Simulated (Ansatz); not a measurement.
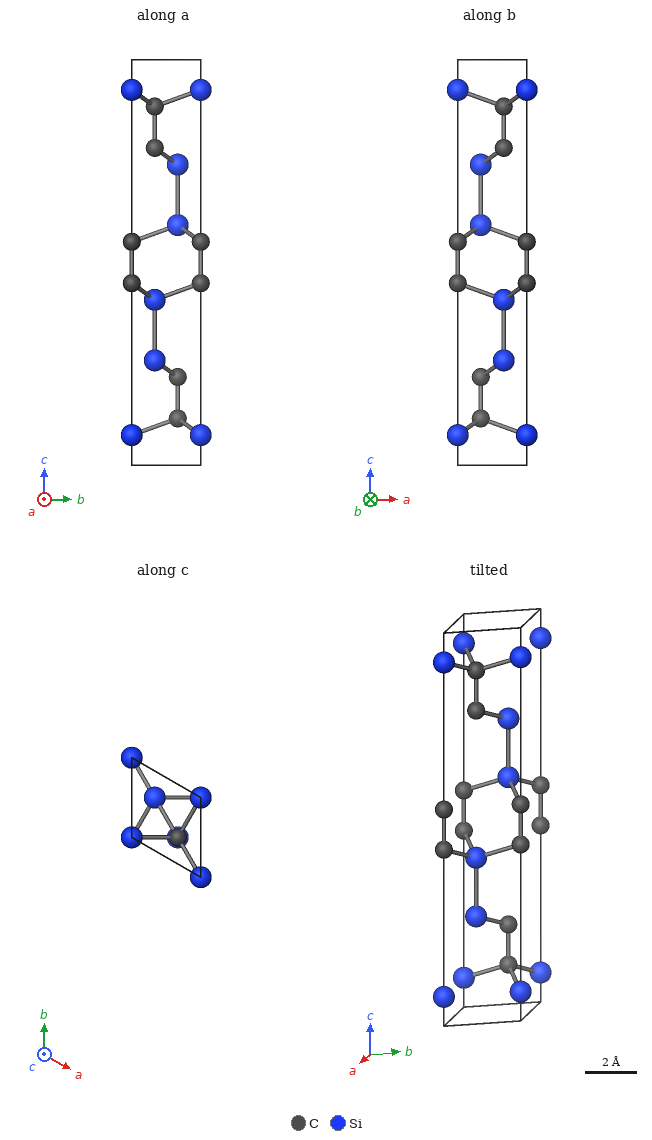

Structure drawing (ball-and-stick), viewed along the a axis, along the b axis, along the c axis and slightly off an axis. Thin lines show the conventional unit cell, with boundary atoms drawn in all their periodic places.

Lattice parameters: a = 3.1340 Å, b = 3.1340 Å, c = 15.9637 Å, α = 90.000°, β = 90.000°, γ = 120.000°.

Question: Transcribe the picture into a CIF in P1 with every atom of the cell, with free fractional coordinates to two decimals.

Answer:
```cif
data_structure
_symmetry_space_group_name_H-M 'P 1'
_symmetry_Int_Tables_number 1
_cell_length_a 3.1340
_cell_length_b 3.1340
_cell_length_c 15.9637
_cell_angle_alpha 90.000
_cell_angle_beta 90.000
_cell_angle_gamma 120.000
_cell_volume 135.79
loop_
_atom_site_label
_atom_site_type_symbol
_atom_site_fract_x
_atom_site_fract_y
_atom_site_fract_z
_atom_site_occupancy
C1 C 0.6667 0.3333 0.78 1
Si1 Si 0.00 0.00 0.93 1
Si2 Si 0.3333 0.6667 0.74 1
C2 C 0.6667 0.3333 0.88 1
C3 C 0.3333 0.6667 0.12 1
Si3 Si 0.6667 0.3333 0.26 1
Si4 Si 0.00 0.00 0.07 1
C4 C 0.3333 0.6667 0.22 1
C5 C 0.00 0.00 0.45 1
Si5 Si 0.3333 0.6667 0.59 1
Si6 Si 0.6667 0.3333 0.41 1
C6 C 0.00 0.00 0.55 1
```

The structure was taken from a structure type filled with these elements by a generator (whether the compound takes this form wasn't checked). The cell was then strained or its atoms displaced on purpose. It went into a calculation with Ansatz.

At this level of theory the cell isn't at rest (stretched, at -8 GPa), so its distances can differ from those at equilibrium, the more so the softer the solid.
